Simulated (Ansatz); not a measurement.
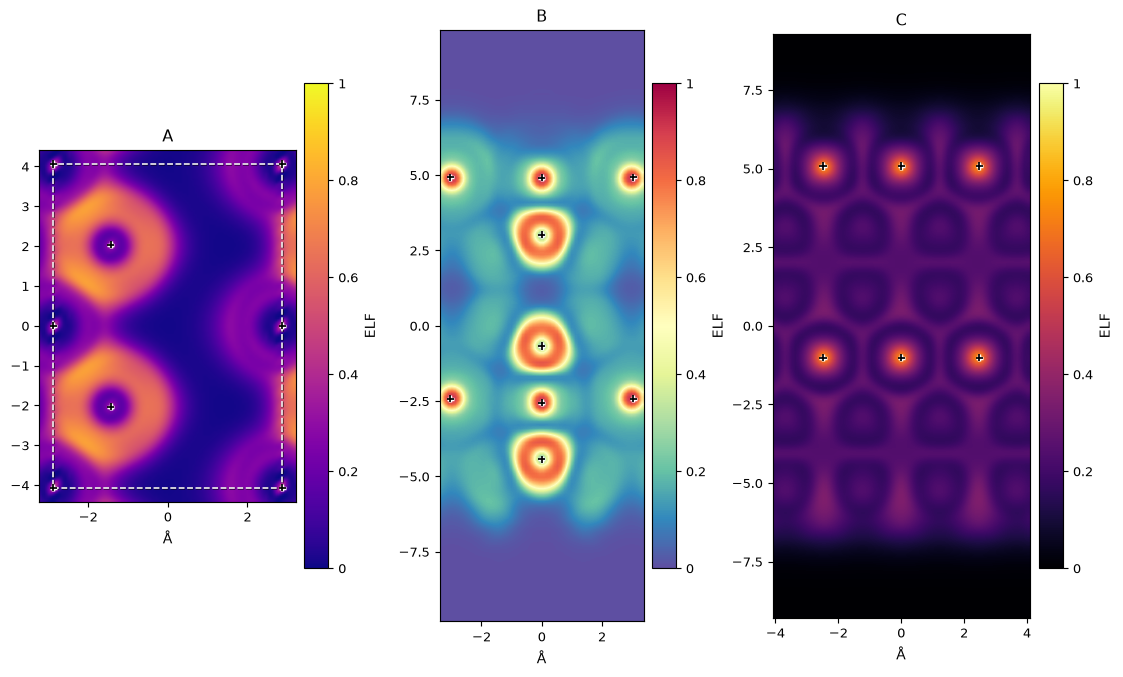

The electron localisation function of 3 systems, each on a plane through atoms (crosses mark nuclei in the plane).

These are results of Ansatz 0.2.0, DFT PBE, scalar-relativistic, plane waves, PAW, not measurements.

System 1: GaAs, the (110) plane of the conventional cell. Space group F-43m.

```
CELL_PARAMETERS angstrom
5.74538 0.00000 0.00000
0.00000 0.00000 -5.74538
0.00000 5.74538 0.00000
ATOMIC_POSITIONS crystal
Ga 0.50000 0.50000 0.00000
Ga 0.00000 0.50000 0.50000
Ga 0.00000 0.00000 0.00000
Ga 0.50000 0.00000 0.50000
As 0.25000 0.75000 0.25000
As 0.75000 0.75000 0.75000
As 0.75000 0.25000 0.25000
As 0.25000 0.25000 0.75000
```

System 2: Ni (slab), the (100) plane of the calculation cell, a cut from vacuum to vacuum. Spin-polarised.

```yaml
crystal:
  lattice:
    - [2.48794, 0.00000, 0.00000]
    - [-1.24397, 2.15462, 0.00000]
    - [0.00000, 0.00000, 25.15698]
  atoms:
    - { symbol: Ni, position: [0.66667, 0.33333, 0.29813] }
    - { symbol: Ni, position: [0.33333, 0.66667, 0.37888] }
    - { symbol: Ni, position: [0.00000, 0.00000, 0.45963] }
    - { symbol: Ni, position: [0.66667, 0.33333, 0.54037] }
    - { symbol: Ni, position: [0.33333, 0.66667, 0.62112] }
    - { symbol: Ni, position: [0.00000, 0.00000, 0.70187] }
```

System 3: Cu$_{2}$O (slab), the (100) plane of the calculation cell, a cut from vacuum to vacuum. Computed without spin polarisation.

```yaml
crystal:
  lattice:
    - [6.07861, 0.00000, 0.00000]
    - [-3.03930, 5.26423, 0.00000]
    - [0.00000, 0.00000, 26.16711]
  atoms:
    - { symbol: O, position: [0.66667, 0.33333, 0.28554] }
    - { symbol: Cu, position: [0.34424, 0.17212, 0.31168] }
    - { symbol: Cu, position: [0.82788, 0.17212, 0.31168] }
    - { symbol: Cu, position: [0.82788, 0.65576, 0.31168] }
    - { symbol: Cu, position: [0.33333, 0.66667, 0.31208] }
    - { symbol: O, position: [0.00000, 0.00000, 0.33051] }
    - { symbol: O, position: [0.33333, 0.66667, 0.38452] }
    - { symbol: Cu, position: [0.00123, 0.50062, 0.40746] }
    - { symbol: Cu, position: [0.49938, 0.50062, 0.40746] }
    - { symbol: Cu, position: [0.49938, 0.99877, 0.40746] }
    - { symbol: Cu, position: [0.00000, 0.00000, 0.40261] }
    - { symbol: O, position: [0.66667, 0.33333, 0.42934] }
    - { symbol: O, position: [0.00000, 0.00000, 0.47436] }
    - { symbol: Cu, position: [0.66667, 0.83333, 0.50000] }
    - { symbol: Cu, position: [0.16667, 0.83333, 0.50000] }
    - { symbol: Cu, position: [0.16667, 0.33333, 0.50000] }
    - { symbol: Cu, position: [0.66667, 0.33333, 0.50000] }
    - { symbol: O, position: [0.33333, 0.66667, 0.52564] }
    - { symbol: O, position: [0.66667, 0.33333, 0.57066] }
    - { symbol: Cu, position: [0.33210, 0.16605, 0.59254] }
    - { symbol: Cu, position: [0.83395, 0.16605, 0.59254] }
    - { symbol: Cu, position: [0.83395, 0.66790, 0.59254] }
    - { symbol: Cu, position: [0.33333, 0.66667, 0.59739] }
    - { symbol: O, position: [0.00000, 0.00000, 0.61548] }
    - { symbol: O, position: [0.33333, 0.66667, 0.66949] }
    - { symbol: Cu, position: [0.98909, 0.49454, 0.68832] }
    - { symbol: Cu, position: [0.50546, 0.49454, 0.68832] }
    - { symbol: Cu, position: [0.50546, 0.01091, 0.68832] }
    - { symbol: Cu, position: [0.00000, 0.00000, 0.68792] }
    - { symbol: O, position: [0.66667, 0.33333, 0.71446] }
```

> Match each panel to its system.

Panel A is system 1, GaAs: the plane holds Ga and As. Ga–As (2.49 Å): the ELF peaks at about 0.80 between the atoms: localised, covalent bonding. Panel B is system 3, Cu$_{2}$O: the plane holds O and Cu. Cu–O (1.88 Å): the ELF peaks at about 0.85 in the valence shell of O, 0.6 Å from its nucleus, and is about 0.20 at the midpoint; no shared electron pair shows on this line. Panel C is system 2, Ni: the plane holds Ni. Ni–Ni (2.49 Å): the ELF is about 0.25 at the midpoint: no localised pair shows between them.
